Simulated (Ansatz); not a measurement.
## Single-point calculation of CoO (part 2 of 3)

Continued. System: CoO (interface cell, 16 atoms in the cell). Method: DFT PBE, scalar-relativistic, plane waves, PAW, spin-polarised (Ansatz 0.2.0); cutoff 420 eV, 21×21×4 k-mesh, Gaussian smearing of 0.1 eV, collinear spins. The structure derives from an entry of the Crystallography Open Database. It belongs to a series of runs on one base structure; here: antiphase boundary on (0 0 1), species swapped, relaxed, on a denser mesh.

Geometry of the input (Å; fractional positions):
```
3.0040  0.0000  0.0000
0.0000  3.0040  0.0000
0.0000  0.0000  17.7134
Co 0.0000  0.0000  -0.0003
Co 0.5000  0.5000  0.1281
O  0.0000  0.0000  0.1372
O  0.5000  0.5000  0.0207
Co 0.0000  0.0000  0.2469
Co 0.5000  0.5000  0.3753
O  0.0000  0.0000  0.3543
O  0.5000  0.5000  0.2378
O  0.0000  0.0000  0.5207
O  0.5000  0.5000  0.6372
Co 0.0000  0.0000  0.6281
Co 0.5000  0.5000  0.4997
O  0.0000  0.0000  0.7378
O  0.5000  0.5000  0.8543
Co 0.0000  0.0000  0.8753
Co 0.5000  0.5000  0.7469
```

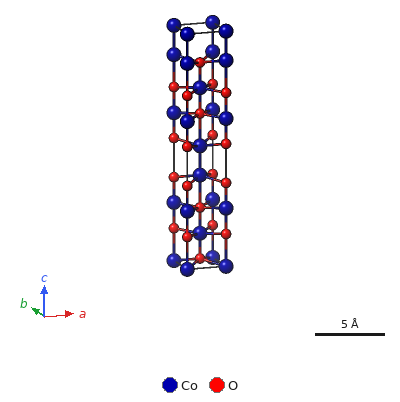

*The input geometry (ball-and-stick view of the cell of the calculation, seen slightly off an axis).*

The program's output, continued:
```
SCF iter   1: F=—  HF=-45576.257071 eV  |F-HF|=—  |Δ(HF+E_count)|=         —  Δρ=4.11e-1 (↑1.55e-1 ↓4.11e-1)  dr2=6.06e2  dr2_m=3.64e1  M=5.997 μB ∫|m|=6.193 μB  β_m=0.30  ethr=3.10e-3  ⟨swp⟩=5.2  Hψ=149187  notcnv=0  defer=469
preconditioner: auto → Kerker (q_TF=auto, 2.793 Å⁻¹)  [metal: Δε(μ)=0.001 eV  Ē_g=10.766 eV  σ=0.100 eV  W_gap=0.01  n_scr=58 (ndim 8)  ℏωp=32.2 eV  f_vac=0.000  D(μ)=15.20/eV (n_scr^D=174)]
spin=Collinear: Kerker preconditioning applied to the charge; magnetization (m = ρ↑ − ρ↓) channel mixes plain (no charge-response kernel on spin).
SCF iter   2: F=—  HF=-45547.732926 eV  |F-HF|=—  |Δ(HF+E_count)|=    2.85e1  Δρ=2.74e-1 (↑1.67e-1 ↓2.74e-1)  dr2=3.06e2  dr2_m=5.26e0  M=12.995 μB ∫|m|=13.085 μB  β_m=0.30  ethr=3.10e-3  ⟨swp⟩=4.0  Hψ=114248  notcnv=0  defer=6263
SCF iter   3: F=—  HF=-45553.019978 eV  |F-HF|=—  |Δ(HF+E_count)|=    5.29e0  Δρ=4.45e-1 (↑1.35e-1 ↓4.45e-1)  dr2=8.31e2  dr2_m=4.03e1  M=10.377 μB ∫|m|=10.700 μB  β_m=0.30  ethr=3.10e-3  ⟨swp⟩=3.1  Hψ=100959  notcnv=0  defer=5682
SCF iter   4: F=—  HF=-45538.530065 eV  |F-HF|=—  |Δ(HF+E_count)|=    1.45e1  Δρ=2.10e-1 (↑6.89e-2 ↓2.10e-1)  dr2=2.39e2  dr2_m=8.47e0  M=12.636 μB ∫|m|=12.815 μB  β_m=0.30  ethr=3.10e-3  ⟨swp⟩=2.8  Hψ=76544  notcnv=0  defer=6020
SCF iter   5: F=—  HF=-45567.264685 eV  |F-HF|=—  |Δ(HF+E_count)|=    2.87e1  Δρ=4.72e-1 (↑3.30e-1 ↓4.72e-1)  dr2=1.33e3  dr2_m=1.92e1  M=4.959 μB ∫|m|=5.546 μB  β_m=0.30  ethr=3.10e-3  ⟨swp⟩=3.1  Hψ=99971  notcnv=0  defer=5747
SCF iter   6: F=—  HF=-45535.974398 eV  |F-HF|=—  |Δ(HF+E_count)|=    3.13e1  Δρ=1.31e-1 (↑5.07e-2 ↓1.31e-1)  dr2=2.91e1  dr2_m=8.26e0  M=11.444 μB ∫|m|=11.555 μB  β_m=0.30  ethr=3.10e-3  ⟨swp⟩=3.1  Hψ=99937  notcnv=0  defer=5838
SCF iter   7: F=—  HF=-45536.070703 eV  |F-HF|=—  |Δ(HF+E_count)|=   9.63e-2  Δρ=1.28e-1 (↑4.71e-2 ↓1.28e-1)  dr2=2.78e1  dr2_m=8.91e0  M=13.050 μB ∫|m|=13.191 μB  β_m=0.30  ethr=3.10e-3  ⟨swp⟩=2.3  Hψ=58795  notcnv=0  defer=5649
SCF iter   8: F=—  HF=-45537.987838 eV  |F-HF|=—  |Δ(HF+E_count)|=    1.92e0  Δρ=2.04e-1 (↑6.48e-2 ↓2.04e-1)  dr2=1.56e2  dr2_m=8.07e0  M=12.734 μB ∫|m|=12.993 μB  β_m=0.30  ethr=3.10e-3  ⟨swp⟩=2.2  Hψ=72185  notcnv=0  defer=5606
SCF iter   9: F=—  HF=-45536.019135 eV  |F-HF|=—  |Δ(HF+E_count)|=    1.97e0  Δρ=5.63e-2 (↑5.19e-2 ↓5.63e-2)  dr2=1.56e1  dr2_m=1.80e0  M=13.590 μB ∫|m|=13.811 μB  β_m=1.00  ethr=3.10e-3  ⟨swp⟩=2.0  Hψ=59490  notcnv=0  defer=5588
SCF iter  10: F=—  HF=-45536.047541 eV  |F-HF|=—  |Δ(HF+E_count)|=   2.84e-2  Δρ=4.30e-2 (↑3.19e-2 ↓4.30e-2)  dr2=5.30e-1  dr2_m=1.86e0  M=14.753 μB ∫|m|=15.011 μB  β_m=0.30  ethr=3.10e-3  ⟨swp⟩=1.9  Hψ=48755  notcnv=0  defer=5558
SCF iter  11: F=—  HF=-45536.325696 eV  |F-HF|=—  |Δ(HF+E_count)|=   2.78e-1  Δρ=4.99e-2 (↑2.46e-2 ↓4.99e-2)  dr2=1.95e0  dr2_m=1.96e0  M=14.799 μB ∫|m|=15.080 μB  β_m=0.30  ethr=2.88e-4  ⟨swp⟩=2.0  Hψ=57334  notcnv=0  defer=5576
SCF iter  12: F=—  HF=-45536.497458 eV  |F-HF|=—  |Δ(HF+E_count)|=   1.72e-1  Δρ=2.51e-2 (↑2.10e-2 ↓2.51e-2)  dr2=1.18e-1  dr2_m=7.54e-1  M=14.712 μB ∫|m|=15.023 μB  β_m=0.30  ethr=2.88e-4  ⟨swp⟩=2.0  Hψ=53355  notcnv=0  defer=5559
SCF iter  13: F=—  HF=-45536.611998 eV  |F-HF|=—  |Δ(HF+E_count)|=   1.15e-1  Δρ=1.74e-2 (↑1.74e-2 ↓1.49e-2)  dr2=7.42e-2  dr2_m=3.70e-1  M=14.890 μB ∫|m|=15.223 μB  β_m=0.30  ethr=6.40e-5  ⟨swp⟩=1.8  Hψ=56118  notcnv=0  defer=5567
SCF iter  14: F=—  HF=-45536.689167 eV  |F-HF|=—  |Δ(HF+E_count)|=   7.72e-2  Δρ=1.57e-2 (↑1.57e-2 ↓9.72e-3)  dr2=1.07e0  dr2_m=9.11e-2  M=14.859 μB ∫|m|=15.210 μB  β_m=1.00  ethr=4.04e-5  ⟨swp⟩=1.9  Hψ=54671  notcnv=0  defer=5573
SCF iter  15: F=—  HF=-45536.700058 eV  |F-HF|=—  |Δ(HF+E_count)|=   1.09e-2  Δρ=2.06e-2 (↑8.00e-3 ↓2.06e-2)  dr2=4.23e-1  dr2_m=2.93e-1  M=15.144 μB ∫|m|=15.514 μB  β_m=0.30  ethr=4.04e-5  ⟨swp⟩=1.5  Hψ=48477  notcnv=0  defer=5583
SCF iter  16: F=—  HF=-45536.745301 eV  |F-HF|=—  |Δ(HF+E_count)|=   4.52e-2  Δρ=2.08e-2 (↑5.56e-3 ↓2.08e-2)  dr2=6.36e-1  dr2_m=2.41e-1  M=15.198 μB ∫|m|=15.581 μB  β_m=0.30  ethr=4.04e-5  ⟨swp⟩=1.0  Hψ=49548  notcnv=0  defer=5583
SCF iter  17: F=—  HF=-45536.763506 eV  |F-HF|=—  |Δ(HF+E_count)|=   1.82e-2  Δρ=1.25e-2 (↑4.26e-3 ↓1.25e-2)  dr2=2.18e-1  dr2_m=9.66e-2  M=15.185 μB ∫|m|=15.581 μB  β_m=0.30  ethr=4.04e-5  ⟨swp⟩=1.0  Hψ=42182  notcnv=0  defer=5577
Mixer restart at iter 17: flushing history
spin-set hold released at iteration 17 (site moments' squared step at or under half its running peak, from the soft ceiling on): the magnetisation degrees of freedom join the quasi-Newton model from the next iteration; the mixer history was flushed
SCF iter  18: F=—  HF=-45536.799076 eV  |F-HF|=—  |Δ(HF+E_count)|=   3.56e-2  Δρ=2.16e-2 (↑7.74e-3 ↓2.16e-2)  dr2=1.76e0  dr2_m=7.87e-2  M=15.069 μB ∫|m|=15.482 μB  β_m=0.15  ethr=4.04e-5  ⟨swp⟩=2.0  Hψ=58230  notcnv=0  defer=5577  recentre
SCF iter  19: F=—  HF=-45536.773336 eV  |F-HF|=—  |Δ(HF+E_count)|=   2.57e-2  Δρ=1.41e-2 (↑3.50e-3 ↓1.41e-2)  dr2=3.62e-1  dr2_m=1.02e-1  M=15.203 μB ∫|m|=15.605 μB  β_m=0.05  ethr=4.04e-5  ⟨swp⟩=2.0  Hψ=64005  notcnv=0  defer=5582
SCF iter  20: F=—  HF=-45536.773572 eV  |F-HF|=—  |Δ(HF+E_count)|=   2.35e-4  Δρ=3.89e-3 (↑3.89e-3 ↓3.57e-3)  dr2=3.05e-3  dr2_m=1.92e-2  M=15.171 μB ∫|m|=15.580 μB  β_m=0.05  ethr=4.04e-5  ⟨swp⟩=1.0  Hψ=46186  notcnv=0  defer=5582
SCF iter  21: F=—  HF=-45536.780611 eV  |F-HF|=—  |Δ(HF+E_count)|=   7.04e-3  Δρ=2.86e-3 (↑2.86e-3 ↓2.28e-3)  dr2=1.81e-3  dr2_m=9.00e-3  M=15.178 μB ∫|m|=15.596 μB  β_m=0.18  ethr=1.66e-6  ⟨swp⟩=2.0  Hψ=62511  notcnv=0  defer=5582
SCF iter  22: F=—  HF=-45536.785071 eV  |F-HF|=—  |Δ(HF+E_count)|=   4.46e-3  Δρ=8.25e-4 (↑7.16e-4 ↓8.25e-4)  dr2=4.67e-3  dr2_m=4.41e-4  M=15.210 μB ∫|m|=15.647 μB  β_m=0.23  ethr=9.83e-7  ⟨swp⟩=2.0  Hψ=78733  notcnv=0  defer=5582
SCF iter  23: F=—  HF=-45536.785109 eV  |F-HF|=—  |Δ(HF+E_count)|=   3.89e-5  Δρ=1.00e-3 (↑4.27e-4 ↓1.00e-3)  dr2=5.06e-3  dr2_m=5.08e-4  M=15.216 μB ∫|m|=15.655 μB  β_m=0.26  ethr=9.83e-7  ⟨swp⟩=2.0  Hψ=46260  notcnv=0  defer=5582
SCF iter  24: F=—  HF=-45536.785071 eV  |F-HF|=—  |Δ(HF+E_count)|=   3.86e-5  Δρ=3.38e-4 (↑1.72e-4 ↓3.38e-4)  dr2=1.82e-4  dr2_m=5.78e-5  M=15.209 μB ∫|m|=15.651 μB  β_m=0.46  ethr=9.83e-7  ⟨swp⟩=1.4  Hψ=42127  notcnv=0  defer=5582
SCF iter  25: F=—  HF=-45536.785119 eV  |F-HF|=—  |Δ(HF+E_count)|=   4.85e-5  Δρ=5.06e-4 (↑1.22e-4 ↓5.06e-4)  dr2=5.20e-4  dr2_m=7.09e-5  M=15.204 μB ∫|m|=15.646 μB  β_m=0.73  ethr=9.88e-8  ⟨swp⟩=2.1  Hψ=61731  notcnv=0  defer=5582
SCF iter  26: F=—  HF=-45536.785134 eV  |F-HF|=—  |Δ(HF+E_count)|=   1.45e-5  Δρ=5.55e-4 (↑1.19e-4 ↓5.55e-4)  dr2=9.25e-4  dr2_m=8.80e-5  M=15.207 μB ∫|m|=15.650 μB  β_m=0.61  ethr=9.88e-8  ⟨swp⟩=2.0  Hψ=50444  notcnv=0  defer=5582
SCF iter  27: F=—  HF=-45536.785130 eV  |F-HF|=—  |Δ(HF+E_count)|=   4.37e-6  Δρ=5.77e-4 (↑1.15e-4 ↓5.77e-4)  dr2=1.08e-3  dr2_m=8.85e-5  M=15.208 μB ∫|m|=15.652 μB  β_m=0.45  ethr=9.88e-8  ⟨swp⟩=1.0  Hψ=41877  notcnv=0  defer=5582
SCF iter  28: F=—  HF=-45536.785117 eV  |F-HF|=—  |Δ(HF+E_count)|=   1.25e-5  Δρ=3.05e-4 (↑6.40e-5 ↓3.05e-4)  dr2=3.06e-4  dr2_m=2.53e-5  M=15.207 μB ∫|m|=15.650 μB  β_m=0.73  ethr=9.88e-8  ⟨swp⟩=1.0  Hψ=41877  notcnv=0  defer=5582
SCF iter  29: F=—  HF=-45536.785114 eV  |F-HF|=—  |Δ(HF+E_count)|=   3.30e-6  Δρ=3.24e-4 (↑6.65e-5 ↓3.24e-4)  dr2=3.38e-4  dr2_m=2.76e-5  M=15.207 μB ∫|m|=15.651 μB  β_m=0.45  ethr=9.88e-8  ⟨swp⟩=1.0  Hψ=41877  notcnv=0  defer=5582
SCF iter  30: F=—  HF=-45536.785127 eV  |F-HF|=—  |Δ(HF+E_count)|=   1.37e-5  Δρ=4.04e-5 (↑5.47e-6 ↓4.04e-5)  dr2=2.67e-6  dr2_m=6.43e-7  M=15.206 μB ∫|m|=15.650 μB  β_m=0.73  ethr=9.88e-8  ⟨swp⟩=1.0  Hψ=41877  notcnv=0  defer=5582
SCF iter  31: F=—  HF=-45536.787037 eV  |F-HF|=—  |Δ(HF+E_count)|=   1.91e-3  Δρ=5.85e-5 (↑2.70e-5 ↓5.85e-5)  dr2=1.18e-5  dr2_m=6.95e-7  M=15.207 μB ∫|m|=15.651 μB  β_m=0.73  ethr=1.45e-9  ⟨swp⟩=3.0  Hψ=87256  notcnv=0  defer=5581
SCF iter  32: F=—  HF=-45536.787036 eV  |F-HF|=—  |Δ(HF+E_count)|=   2.34e-7  Δρ=9.33e-6 (↑8.84e-6 ↓9.33e-6)  dr2=1.74e-7  dr2_m=1.09e-8  M=15.206 μB ∫|m|=15.650 μB  β_m=0.81  ethr=1.45e-9  ⟨swp⟩=2.4  Hψ=59365  notcnv=0  defer=5581
SCF iter  33: F=—  HF=-45536.787036 eV  |F-HF|=—  |Δ(HF+E_count)|=   4.88e-8  Δρ=1.17e-5 (↑3.72e-6 ↓1.17e-5)  dr2=4.16e-7  dr2_m=4.24e-8  M=15.207 μB ∫|m|=15.651 μB  β_m=0.81  ethr=5.43e-11  ⟨swp⟩=14.0  Hψ=315869  notcnv=0
SCF iter  34: F=—  HF=-45536.787036 eV  |F-HF|=—  |Δ(HF+E_count)|=   2.15e-8  Δρ=2.26e-5 (↑5.61e-6 ↓2.26e-5)  dr2=1.67e-6  dr2_m=1.23e-7  M=15.207 μB ∫|m|=15.650 μB  β_m=0.60  ethr=9.47e-11  ⟨swp⟩=2.0  Hψ=63699  notcnv=0  recentre
SCF iter  35: F=-45536.787036 eV  HF=-45536.787036 eV  |F-HF|=7.06e-10  |Δ(HF+E_count)|=   2.81e-8  Δρ=1.11e-6 (↑5.29e-7 ↓1.11e-6)  dr2=1.65e-9  dr2_m=5.69e-10  M=15.207 μB ∫|m|=15.650 μB  ethr=5.43e-11  ⟨swp⟩=6.0  Hψ=235680  notcnv=0
SCF 1 converged in 35 iterations: F = -45536.787036 eV  dr2 = 1.65e-9
  greatest PAW one-centre occupation: 1.003 electrons in one spin orbital (limit 2), on the Co atom at site 14 (counted from 0), in its partial waves of l = 1
SCF converged after 35 iterations
Magnetization: 15.2065 μB (99.6033 up, 84.3967 down)
Absolute magnetization: 15.6542 μB (∫|ρ↑−ρ↓|, with the PAW one-centre terms)
Spin contamination: 0.1941 ħ² per cell (⟨S²⟩ above its minimum at these occupations)
Per-site moments (μB) at R_I (Å): [(2.3126440250038467, 0.8895390092183257), (1.1158857621834406, 0.784847448997567), (0.03031694184523747, 0.8015020435814582), (0.1543198395378012, 0.784847448997567), (1.1158857621834404, 0.7848474489975668), (2.3126440250038467, 0.8895390092183257), (0.15431983953780234, 0.7848474489975668), (0.030316941845238, 0.8015020435814579), (0.1543198395378015, 0.7848474489975664), (0.030316941845237592, 0.8015020435814574), (1.1158857621834382, 0.7848474489975664), (2.312644025003848, 0.8895390092183258), (0.03031694184523726, 0.8015020435814582), (0.15431983953780298, 0.7848474489975671), (2.3126440250038462, 0.8895390092183257), (1.1158857621834406, 0.7848474489975671)]
Free energy (F): -45536.787036 eV
Harris-Foulkes:  -45536.787036 eV  (|F-HF|=7.06e-10)
Internal energy: -45536.674942 eV  (E = F + TS)
E sigma→0 (E₀):  -45536.730989 eV
Entropy (-TS):   -0.112095 eV (-7.006 meV/atom)
Fermi energy:    13.043157 eV
--- Per-component energies (eV) ---
  E_band       = -2570.963586
  E_kinetic    = 4953.854091
  E_local      = -28651.551920  (includes V_loc(G=0)·N_el)
  E_nonlocal   = 4088.817026
  E_hartree    = 11805.771078
  E_xc         = -1832.274729
  E_vxc        = -2354.712448  (∫ρ·V_xc dr)
  E_paw        = -13404.800514  (= ΣΔE_a)
  E_vpaw       = -4218.929010  (= ΣTr[D̂ρ^β])
  E_aug_tail   = 0.018709  (compensation charges beyond the density's cutoff)
  E_ewald      = -22496.508681
  E_smearing   = -0.112095  (= −TS)
  E_closure    = 0.000000  (closes the sum)
  Σ components = -45536.787036   (vs F -45536.787036, Δ=0.00e0)
--- Forces (eV/Å), atoms counted from 1 ---
  atom   1  Co     0.00000000    -0.00000000     0.00268196
  atom   2  Co     0.00000000    -0.00000000     0.01584844
  atom   3  O     -0.00000000     0.00000000    -0.01778674
  atom   4  O     -0.00000000     0.00000000    -0.02036499
  atom   5  Co    -0.00000000     0.00000000    -0.01584844
  atom   6  Co     0.00000000     0.00000000    -0.00268196
  atom   7  O     -0.00000000     0.00000000     0.02036499
  atom   8  O      0.00000000     0.00000000     0.01778674
  atom   9  O     -0.00000000     0.00000000    -0.02036499
  atom  10  O     -0.00000000     0.00000000    -0.01778674
  atom  11  Co     0.00000000    -0.00000000     0.01584844
  atom  12  Co     0.00000000    -0.00000000     0.00268196
  atom  13  O      0.00000000     0.00000000     0.01778674
  atom  14  O     -0.00000000     0.00000000     0.02036499
  atom  15  Co     0.00000000     0.00000000    -0.00268196
  atom  16  Co    -0.00000000     0.00000000    -0.01584844
  max |Σ_I F_I| component: 3.47e-18 eV/Å
--- Stress (GPa, compression-positive) ---
      -14.442578       0.000000       0.000000
       -0.000000     -14.442578       0.000000
        0.000000       0.000000       0.363301
  P = ⅓ Tr σ = -9.5073 GPa (-95.073 kbar)
--- Band table (eV; the first three rows and the last of 396) ---
  k-point 0 ↑: bands = ["-83.8264", "-83.8264", "-83.7853", "-83.7852", "-82.6460", "-82.6459", "-82.6432", "-82.6431", "-47.4111", "-47.4111", "-47.1406", "-47.1406", "-46.9935", "-46.9935", "-46.9935", "-46.9935", "-46.9648", "-46.9648", "-46.9648", "-46.9648", "-45.9422", "-45.9422", "-45.9393", "-45.9393", "-45.9393", "-45.9393", "-45.9306", "-45.9306", "-45.9306", "-45.9306", "-45.9211", "-45.9211", "-7.1671", "-7.1393", "-6.5077", "-6.3565", "-6.1724", "-5.9960", "-5.7682", "-5.7166", "6.2478", "6.4632", "6.5629", "6.8037", "6.8926", "7.9293", "8.2981", "8.4665", "8.4665", "8.4787", "8.4787", "8.7099", "8.7099", "8.7994", "8.7994", "8.8636", "8.8636", "8.9594", "8.9594", "9.0516", "9.6012", "9.6188", "9.8180", "9.8816", "9.9380", "9.9908", "10.0372", "10.0372", "10.0592", "10.0600", "10.0665", "10.0665", "10.0841", "10.0841", "10.0911", "10.0911", "10.2142", "10.2156", "10.3128", "10.3620", "10.8201", "10.8343", "10.8778", "10.8791", "11.0887", "11.0895", "11.1427", "11.1427", "11.1714", "11.1714", "11.2556", "11.4483", "12.0366", "12.0366", "12.0640", "12.0640", "12.1196", "12.1196", "12.1462", "12.1564", "12.1564", "12.1918", "12.4699", "12.4820", "13.3626", "13.6621", "16.0649", "17.2709", "17.8265", "19.5851", "19.8316", "20.6913", "20.7899", "20.9184", "25.1622", "25.3270", "25.5390", "26.1060", "26.1631", "26.4501"]
```
